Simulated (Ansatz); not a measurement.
Run report: AlN, geometry relaxation (part 2 of 3)

AlN (slab, 48 atoms in the cell); DFT PBE+D3(BJ), scalar-relativistic, plane waves, PAW, no spin polarisation (Ansatz 0.2.0); cutoff 420 eV, 3×2×1 k-mesh, Gaussian smearing of 0.05 eV. The structure derives from an entry of the Crystallography Open Database. The input holds or restrains some coordinates. Forces given for the steps count only the free coordinates. It belongs to a series of runs on one base structure; here: clean slab, lower planes held.

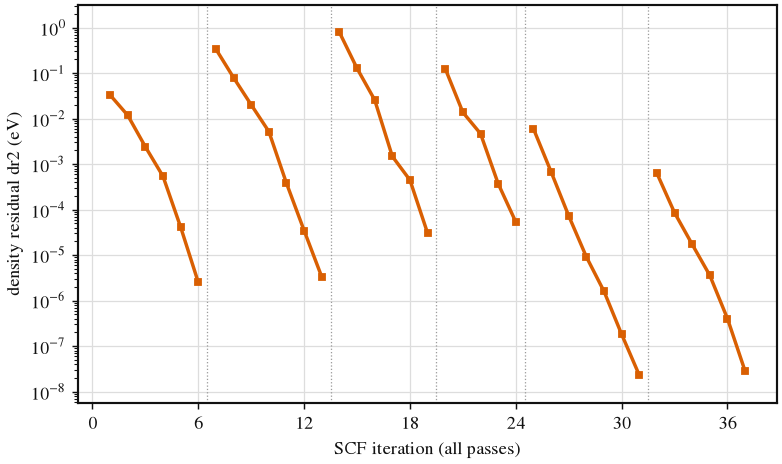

Convergence of the self-consistent field: density residual dr2 against the SCF iteration. The dotted lines part the SCF passes of the relaxation: geometry steps, rejected trials and re-solves on a re-selected basis. The 6 passes take 5 to 7 iterations each, 37 in all.

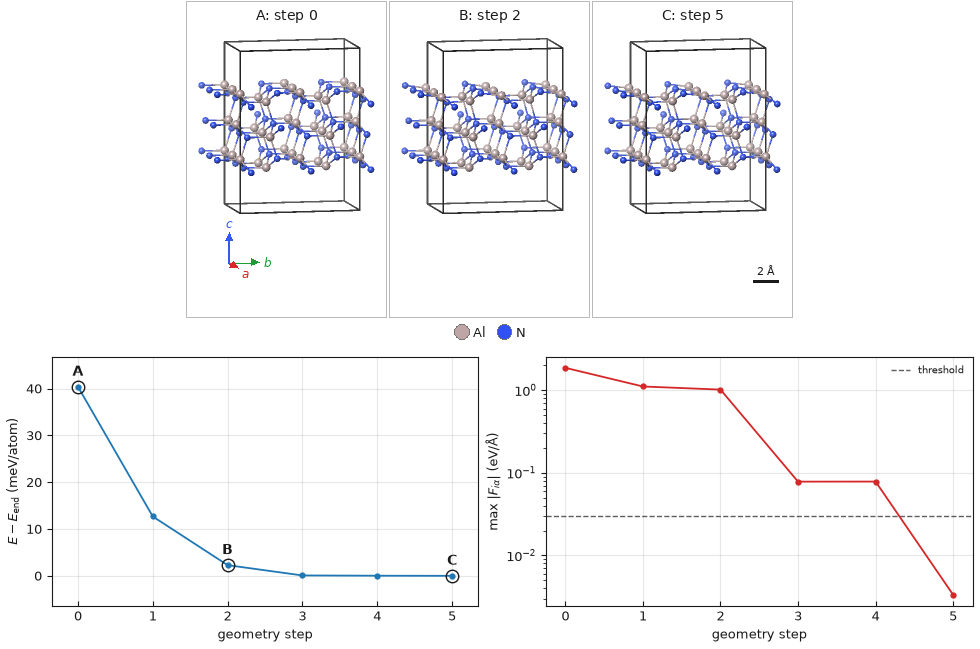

Frames of the restrained relaxation (ball-and-stick view of the cell of the calculation, with the vacuum cut short (origin shifted), with bonded neighbours outside it, seen slightly off an axis) above the curves, on which the letters mark them (the first geometry is step 0 here and step 1 in the log).

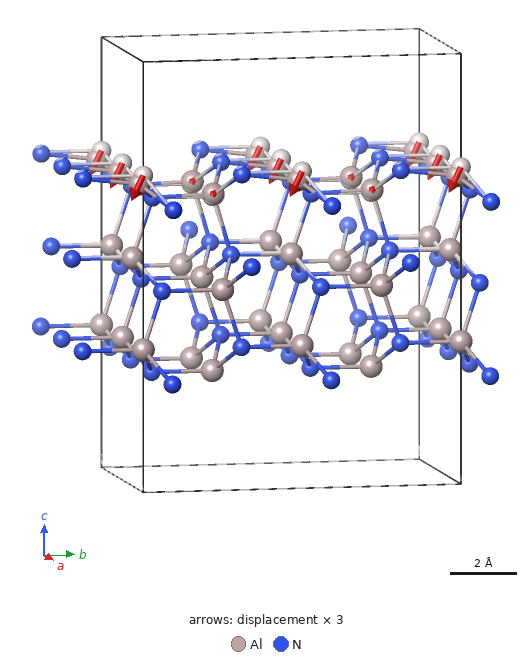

Start (faint) and end (solid) with the displacements as red arrows, magnified 3 times (ball-and-stick view of the cell of the calculation, with the vacuum cut short (origin shifted), with bonded neighbours outside it, seen slightly off an axis). The energy falls by 40.4 meV per atom in 5 geometry steps. The largest force component goes from 1.9 to 0.0033 eV/Å. The largest moves, 0.29 Å, are those of Al41, Al42, Al43 and Al44. Largest moves by element: Al 0.29 Å, N 0.05 Å. The lattice vectors keep their values. Among the contacts that change: Al41–N45 1.901 → 1.770 Å, N29–Al33 1.889 → 1.969 Å, Al25–N37 1.889 → 1.949 Å, Al33–N45 1.889 → 1.834 Å. Among the angles that change: Al25–N37–Al41 110.8° → 101.3°, N37–Al43–N47 108.1° → 116.4°, N46–Al34–N48 110.8° → 116.0°. (Atoms are counted from 1 in the order of the input.)

```
WARN: The output density's exchange-correlation potential varies sharply where the density is thin. Do not read a vacuum level from v_tot or v_xc, or from such a field of the output density. On a cell that repeats whose density bears no net charge and no dipole along the vacuum's axis use v_es (v_loc + v_h of the components); under efield.dipole_correction with no amplitude use v_es + v_field, which holds any external_charges[].barrier, or the levels of the report's work_function block, which leave it out; under a non-zero efield.amplitude the vacuum is tilted and has no level; on a cell that repeats and bears such a dipole with no correction it is tilted too, and efield.dipole_correction with no amplitude gives each side of its ramp a level where efield: is served; in a cell that repeats whose density bears a net charge (total_charge, or a fill off its count) it is curved and has none; of a slab under crystal.periodic whose density bears no net charge use v_es, which has a level on each side, short of where the two are joined; of another it falls or rises all the way out and has none; of a slab beside external_charges read slab_vacuum_level instead, which it has where they leave it neutral. The grid or the basis barely resolves most such structure, and the values can differ between equally converged runs; as a rule a tighter scf.convergence.dr2_threshold does not remove it. Where the density itself ripples (under the LDA too) a higher basis.ecutwfc lessens it. The files hold the spikes' plane waves up to the density's cutoff. Files: v_tot_of_output_density and the like, and their columns of v_z.tsv (output.write_potential); v_xc_of_output_density and the like, and their columns of v_comp_z.tsv (output.write_potential_components). Measured: with its Gaussian average of σ = 0.25 Å subtracted twice, the exchange-correlation potential is over 0.1 eV at 96 of the grid points where the equally averaged density (valence and model cores) is under 1e-3 e/Å³, and 0.215 eV at the most among them, at an averaged density of 6.1e-7 e/Å³. The input density's (outcome.potential() and, of a run that writes arrays, v_tot and v_xc) is over 0.1 eV, so measured, at 76 points of its own thin density, 0.206 eV at the most. See output.write_potential in the manual, Limitations
SCF converged after 6 iterations
Free energy (F): -22173.016762 eV
Harris-Foulkes:  -22173.016762 eV  (|F-HF|=1.13e-8)
Internal energy: -22173.016762 eV  (E = F + TS)
E sigma→0 (E₀):  -22173.016762 eV
Fermi energy:    0.284144 eV
Dipole field:    D = -0.017207 V/Å  (p = -0.131215 e·Å, saw-weighted, corrected)
Work function:   Φ+ = 4.5850 eV   Φ− = 4.2015 eV
Levels:          The Fermi level and band energies are counted from a zero that moves with the ramp; work functions are not
--- Per-component energies (eV) ---
  E_band       = -1152.730296
  E_kinetic    = 3788.244791
  E_local      = -89504.628349  (includes V_loc(G=0)·N_el)
  E_nonlocal   = 1335.433343
  E_hartree    = 43176.082273
  E_xc         = -2427.674779
  E_vxc        = -2568.417613  (∫ρ·V_xc dr)
  E_paw        = -14281.169512  (= ΣΔE_a)
  E_vpaw       = -555.466213  (= ΣTr[D̂ρ^β])
  E_aug_tail   = 0.002299  (compensation charges beyond the density's cutoff)
  E_efield     = 0.001129  (sawtooth field / dipole correction)
  E_vefield    = -0.071992  (∫n·V_field dr)
  E_ewald      = 35750.350383
  E_disp       = -9.658339  (pairwise vdW)
  E_smearing   = -0.000000  (= −TS)
  E_closure    = 0.000000  (closes the sum)
  Σ components = -22173.016762   (vs F -22173.016762, Δ=0.00e0)
--- Forces (eV/Å), atoms counted from 1 ---
  atom   1  Al     0.00000000    -1.81051981     1.87872156
  atom   2  Al     0.00000000    -1.81051981     1.87872156
  atom   3  Al     0.00000000    -1.81051981     1.87872156
  atom   4  Al     0.00000000    -1.81051981     1.87872156
  atom   5  N      0.00000000     0.79979500     0.35103794
  atom   6  N      0.00000000     0.79979500     0.35103794
  atom   7  N      0.00000000     0.79979500     0.35103794
  atom   8  N      0.00000000     0.79979500     0.35103794
  atom   9  Al    -0.00000000     1.01526457    -1.72075184
  atom  10  Al    -0.00000000     1.01526457    -1.72075184
  atom  11  Al    -0.00000000     1.01526457    -1.72075184
  atom  12  Al    -0.00000000     1.01526457    -1.72075184
  atom  13  N     -0.00000000     0.31966887    -1.31439641
  atom  14  N     -0.00000000     0.31966887    -1.31439641
  atom  15  N     -0.00000000     0.31966887    -1.31439641
  atom  16  N     -0.00000000     0.31966887    -1.31439641
  atom  17  Al     0.00000000    -0.31989618     0.36082886
  atom  18  Al     0.00000000    -0.31989618     0.36082886
  atom  19  Al     0.00000000    -0.31989618     0.36082886
  atom  20  Al     0.00000000    -0.31989618     0.36082886
  atom  21  N      0.00000000    -0.00477261     0.44958741
  atom  22  N      0.00000000    -0.00477261     0.44958741
  atom  23  N      0.00000000    -0.00477261     0.44958741
  atom  24  N      0.00000000    -0.00477261     0.44958741
  atom  25  Al     0.00000000     0.00010937     0.00334165
  atom  26  Al     0.00000000     0.00010937     0.00334165
  atom  27  Al     0.00000000     0.00010937     0.00334165
  atom  28  Al     0.00000000     0.00010937     0.00334165
  atom  29  N     -0.00000000     0.00112979    -0.00269628
  atom  30  N     -0.00000000     0.00112979    -0.00269628
  atom  31  N     -0.00000000     0.00112979    -0.00269628
  atom  32  N     -0.00000000     0.00112979    -0.00269628
  atom  33  Al    -0.00000000    -0.00251567    -0.00083443
  atom  34  Al    -0.00000000    -0.00251567    -0.00083443
  atom  35  Al    -0.00000000    -0.00251567    -0.00083443
  atom  36  Al    -0.00000000    -0.00251567    -0.00083443
  atom  37  N     -0.00000000    -0.00089368    -0.00061098
  atom  38  N     -0.00000000    -0.00089368    -0.00061098
  atom  39  N     -0.00000000    -0.00089368    -0.00061098
  atom  40  N     -0.00000000    -0.00089368    -0.00061098
  atom  41  Al    -0.00000000    -0.00056590    -0.00086707
  atom  42  Al    -0.00000000    -0.00056590    -0.00086707
  atom  43  Al    -0.00000000    -0.00056590    -0.00086707
  atom  44  Al    -0.00000000    -0.00056590    -0.00086707
  atom  45  N     -0.00000000     0.00325732    -0.00332802
  atom  46  N     -0.00000000     0.00325732    -0.00332802
  atom  47  N     -0.00000000     0.00325732    -0.00332802
  atom  48  N     -0.00000000     0.00325732    -0.00332802
  max |Σ_I F_I| component: 2.44e-4 eV/Å
--- Band table (eV) ---
  k-point 0: bands = ["-16.0835", "-15.4306", "-15.4268", "-15.2878", "-14.6552", "-14.6143", "-14.5870", "-14.5698", "-14.5107", "-14.4316", "-14.3234", "-14.0119", "-13.8871", "-13.7796", "-13.7699", "-13.6239", "-13.4709", "-13.1408", "-13.0833", "-12.9267", "-12.8706", "-12.7199", "-12.4631", "-12.3957", "-6.7937", "-6.6537", "-6.5084", "-6.3997", "-6.3639", "-6.3059", "-6.1935", "-6.1739", "-6.1290", "-6.0651", "-5.8865", "-5.8459", "-5.5369", "-5.4101", "-5.4053", "-4.9302", "-4.8338", "-4.7954", "-4.6948", "-4.6751", "-4.6249", "-4.5545", "-4.2500", "-4.1981", "-4.0652", "-4.0464", "-4.0234", "-3.8313", "-3.7823", "-3.5820", "-3.1960", "-2.9983", "-2.9798", "-2.9475", "-2.9259", "-2.9191", "-2.8863", "-2.7912", "-2.7271", "-2.6819", "-2.6488", "-2.6199", "-2.6134", "-2.4166", "-2.3677", "-2.2534", "-2.2437", "-2.2248", "-2.1988", "-2.1980", "-2.1662", "-2.1013", "-2.0365", "-2.0017", "-1.9949", "-1.8798", "-1.7606", "-1.7466", "-1.6182", "-1.2866", "-1.2532", "-1.0792", "-1.0041", "-0.9712", "-0.9547", "-0.8487", "-0.7772", "-0.7699", "-0.6974", "-0.6407", "-0.5079", "-0.4632", "1.0315", "1.3111", "2.1983", "2.4819", "2.4901", "2.6653", "3.2853", "3.4329", "4.2473", "4.3158", "4.5441", "4.5655", "4.5893", "4.7360", "4.8128", "4.8548", "4.8912", "4.8967", "4.9495", "4.9640", "5.1382", "5.1742", "5.2773", "5.4878", "5.5542", "5.5615", "5.5705", "5.6187", "5.6940", "5.7468", "5.9713", "6.0474", "6.1124", "6.1722", "6.1942", "6.3097", "6.5998", "6.6215", "6.6677", "6.8831", "7.1126", "7.1335", "7.1799", "7.1948", "7.2813", "7.3197", "7.3755", "7.7845"]
  k-point 1: bands = ["-15.8716", "-15.8716", "-15.2976", "-15.2976", "-14.5410", "-14.5410", "-14.5323", "-14.5323", "-14.4831", "-14.4831", "-14.2259", "-14.2259", "-13.8672", "-13.8672", "-13.6870", "-13.6870", "-13.3209", "-13.3209", "-12.8992", "-12.8992", "-12.8874", "-12.8874", "-12.4301", "-12.4301", "-6.5156", "-6.5156", "-6.4254", "-6.4254", "-6.3671", "-6.3671", "-6.0327", "-6.0327", "-6.0111", "-6.0111", "-5.9748", "-5.9748", "-5.5959", "-5.5959", "-5.4362", "-5.4362", "-5.2721", "-5.2721", "-5.0821", "-5.0821", "-3.9878", "-3.9878", "-3.8417", "-3.8417", "-3.8047", "-3.8047", "-3.6173", "-3.6173", "-3.5522", "-3.5522", "-3.5074", "-3.5074", "-3.4740", "-3.4740", "-3.0781", "-3.0781", "-2.7153", "-2.7153", "-2.6233", "-2.6233", "-2.5343", "-2.5343", "-2.3249", "-2.3249", "-2.2704", "-2.2704", "-2.2532", "-2.2532", "-2.1971", "-2.1971", "-2.1077", "-2.1077", "-2.0884", "-2.0884", "-1.8107", "-1.8107", "-1.7958", "-1.7958", "-1.6812", "-1.6812", "-1.1654", "-1.1654", "-1.0658", "-1.0658", "-0.8511", "-0.8511", "-0.7705", "-0.7705", "-0.6000", "-0.6000", "-0.5820", "-0.5820", "1.3377", "1.3377", "2.3179", "2.3179", "2.5092", "2.5092", "3.1791", "3.1791", "4.2909", "4.2909", "4.4621", "4.4621", "4.6550", "4.6550", "4.7538", "4.7538", "4.8984", "4.8984", "4.9835", "4.9835", "5.1030", "5.1030", "5.1866", "5.1866", "5.6001", "5.6001", "5.8027", "5.8027", "5.8920", "5.8920", "5.9275", "5.9275", "5.9650", "5.9650", "6.3728", "6.3728", "6.6791", "6.6791", "7.0189", "7.0189", "7.0607", "7.0607", "7.3895", "7.3895", "7.4449", "7.4449", "7.7389", "7.7389"]
  k-point 2: bands = ["-15.8378", "-15.2283", "-15.2236", "-15.2005", "-15.0890", "-14.7546", "-14.7451", "-14.6187", "-14.4982", "-14.3992", "-14.3420", "-14.1680", "-14.0127", "-13.9700", "-13.7722", "-13.5931", "-13.3279", "-13.0611", "-13.0259", "-12.9501", "-12.9271", "-12.6452", "-12.5845", "-12.5127", "-6.4903", "-6.0652", "-6.0263", "-6.0154", "-5.9820", "-5.9170", "-5.9010", "-5.8627", "-5.8488", "-5.6542", "-5.5899", "-5.5708", "-5.3788", "-5.1788", "-5.1551", "-5.0594", "-4.9544", "-4.8874", "-4.8277", "-4.8073", "-4.5278", "-4.4694", "-4.4192", "-4.4186", "-4.3188", "-4.1848", "-4.1455", "-4.0461", "-4.0211", "-3.7050", "-3.6840", "-3.6500", "-3.6436", "-3.5432", "-3.4707", "-3.2331", "-2.9449", "-2.9108", "-2.9008", "-2.8621", "-2.7792", "-2.6905", "-2.4914", "-2.4872", "-2.4306", "-2.3632", "-2.2849", "-2.2619", "-2.1863", "-2.1305", "-2.1026", "-2.0698", "-1.9799", "-1.9504", "-1.8559", "-1.8482", "-1.8259", "-1.8117", "-1.7782", "-1.7281", "-1.7245", "-1.4363", "-1.3718", "-1.2995", "-0.8880", "-0.8761", "-0.8366", "-0.7821", "-0.7254", "-0.6264", "-0.6238", "-0.4959", "1.4626", "1.5370", "2.0668", "2.0889", "2.6192", "2.9054", "3.2666", "3.2793", "4.4076", "4.6456", "4.7268", "4.7533", "4.9189", "5.0264", "5.2088", "5.2513", "5.2599", "5.3202", "5.3782", "5.3903", "5.5893", "5.6399", "5.7613", "5.8960", "5.9250", "5.9500", "6.0071", "6.0219", "6.1243", "6.1760", "6.2422", "6.3557", "6.4651", "6.5147", "6.5915", "6.6830", "6.8281", "6.8589", "6.9395", "6.9811", "7.0863", "7.1712", "7.1929", "7.3104", "7.4311", "7.4622", "7.4912", "7.5239"]
```
